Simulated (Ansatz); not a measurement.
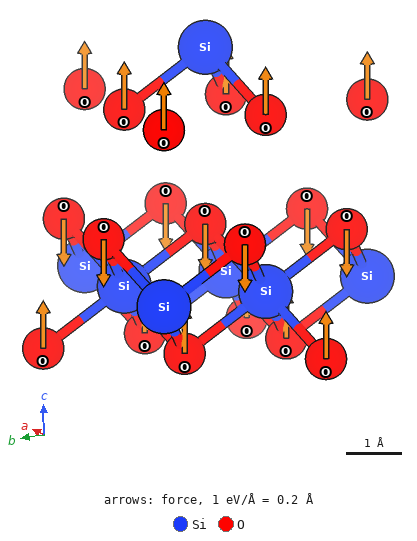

Starting geometry of a crystal of SiO$_{2}$ (a generated structure, set up in R-3m) (coarse preliminary run) with the computed forces as orange arrows. A ball-and-stick model of the atoms within 4.2 Å of the atom that moves most (axes of the conventional cell (3 times the calculation's cell)), seen from a free direction. Lengths and directions refer to the drawn axes.

The calculation used DFT PBE, scalar-relativistic, plane waves, PAW in Ansatz 0.2.0. Set-up: plane-wave cutoff 420 eV; k-point mesh 6 × 6 × 6; occupations gaussian; smearing width 0.1 eV; no spin polarisation; cell and atoms relaxed; force threshold 0.04 eV/Å; at most 70 steps.

Is this structure relaxed? If not, where do the atoms go?

It isn't relaxed: the largest force vector, on O atoms, is 4.54 eV/Å. The atoms end up moving mostly along the starting forces (cosine between the two patterns 1.00). After 10 accepted moves (14 points after the start) the energy has fallen by 318 meV per atom. The largest force component goes from 4.5 to 0.0015 eV/Å. The pressure goes from −16.84 to 0.11 GPa. The SCF was repeated 4 times at an unchanged geometry on a basis and grid sized afresh for the cell, which shifted the energy by 8.3 meV per atom at most. The largest moves relative to the cell, 0.38 Å, are those of O atoms. Si stays in place. Cell: a = b 2.682 → 2.699 Å (+0.6 %), c 13.141 → 15.558 Å (+18.4 %). Volume +19.9 %. Near-neighbour distances that change, for instance: O–Si 1.897 → 1.807 Å. Bond angles that change, for instance: Si–O–Si 90.0° → 96.6°, O–Si–O 90.0° → 96.6°, O–Si–O 90.0° → 83.4°. The space group stays R-3m (No. 166). Cost: 8 s on 1 thread of Intel(R) Xeon(R) 6975P-C (Granite Rapids) (shared host), peak memory 0.34 GiB.
